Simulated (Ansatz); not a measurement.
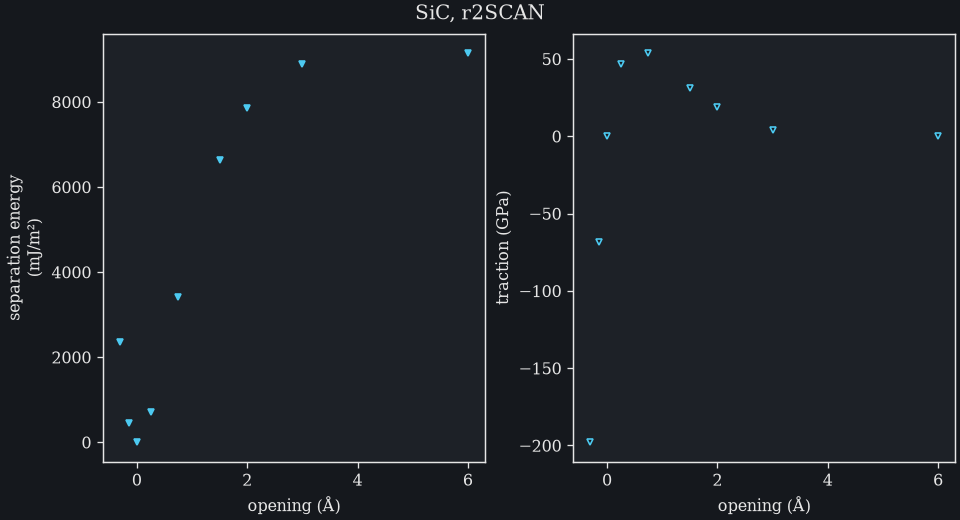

The picture above shows the separation energy and traction against opening for SiC, space group P6_3mc (No. 186).

Structure:
```yaml
crystal:
  lattice:
    - [-1.53878, -2.66524, 0.00000]
    - [1.53878, -2.66524, 0.00000]
    - [0.00000, 0.00000, 10.07677]
  atoms:
    - { symbol: Si, position: [0.33333, 0.33333, 0.09404] }
    - { symbol: Si, position: [0.66667, 0.66667, 0.59404] }
    - { symbol: Si, position: [0.00000, 0.00000, 0.84409] }
    - { symbol: Si, position: [0.00000, 0.00000, 0.34409] }
    - { symbol: C, position: [0.33333, 0.33333, 0.90600] }
    - { symbol: C, position: [0.66667, 0.66667, 0.40600] }
    - { symbol: C, position: [0.00000, 0.00000, 0.65666] }
    - { symbol: C, position: [0.00000, 0.00000, 0.15666] }
```

How it was computed, with Ansatz 0.2.0: rigid opening of a crystal across a plane by lengthening cell vector c along the normal, one cut a cell, unrelaxed, by plane-wave density functional theory with PAW datasets, free energies less that of the undisturbed cell; scalar-relativistic. Level: r2SCAN, no spin polarisation.

- wave cutoff: 500 eV
- k mesh: 8×8×3
- occupations: Gaussian
- smearing width: 0.05 eV
- k shift: (0, 0, 0) (mesh steps)
- start: relaxed
- height of the cut: 0 (fraction of cell vector c)

The points at opening 0.50 Å, 1.00 Å and 4.50 Å are left out of the plot. What values does the calculation give there?

```
opening (Å)  separation energy (mJ/m²)  traction (GPa)
       0.50                     2032.0              57
       1.00                     4681.3              47
       4.50                     9115.1               0
```

Caveats: gap closes along the scan on a mesh chosen for the insulator; odd k mesh can miss points on the zone edge.
